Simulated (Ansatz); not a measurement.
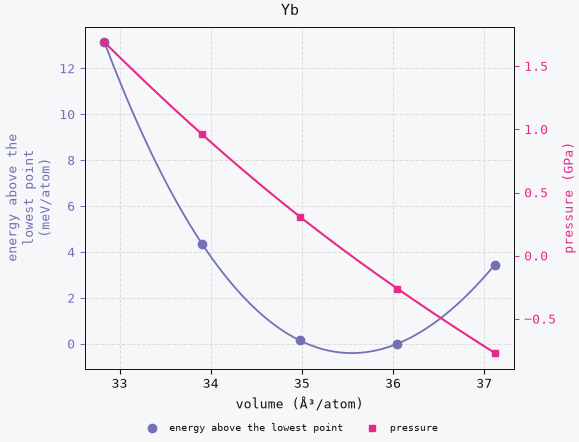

Caption: Energy above the lowest point and pressure against volume for Yb, space group Fm-3m (No. 225) (one of a set of cubic test structures, which need not be the stable phase).

A third-order Birch–Murnaghan fit gives V0 = 35.55 Å³/atom, B0 = 18.9 GPa and B′ = 3.0. The energy above the lowest point is 13.1 meV/atom at volume 32.83 Å³/atom and 3.5 meV/atom at 37.12 Å³/atom; the lowest computed point is at volume 36.05 Å³/atom (0.0 meV/atom). The pressure falls from 1.688 GPa at volume 32.83 Å³/atom to −0.770 GPa at 37.12 Å³/atom, and changes sign near 35.6 Å³/atom.

Method: equation of state of a cubic crystal from periodic Kohn-Sham density functional theory without spin, third-order Birch-Murnaghan fit to the free energies; pressure corrected for the finite basis (Ansatz 0.2.0 development build). Level: r2SCAN.

```json
{"setting": "structure type", "value": "fcc"}
{"setting": "atoms in cell", "value": "1"}
{"setting": "space group number", "value": "225"}
{"setting": "lattice centring", "value": "face-centred primitive"}
{"setting": "k mesh", "value": "11×11×11"}
{"setting": "occupation method", "value": "Fermi–Dirac"}
{"setting": "occupation width", "value": "0.1 eV"}
{"setting": "wave cutoff", "value": "700 eV"}
{"setting": "datasets", "value": "hard PAW"}
{"setting": "density tolerance", "value": "1e-09 eV"}
{"setting": "bands", "value": "21"}
{"setting": "density cutoff ratio", "value": "4"}
{"setting": "search for lower states", "value": "default"}
{"setting": "xc grid level", "value": "2"}
```

Caveats: modest k-mesh, values are not fully converged in k; pseudopotentials made with PBE, not this functional; semilocal functionals place the filled 4f shell too high and overbind.
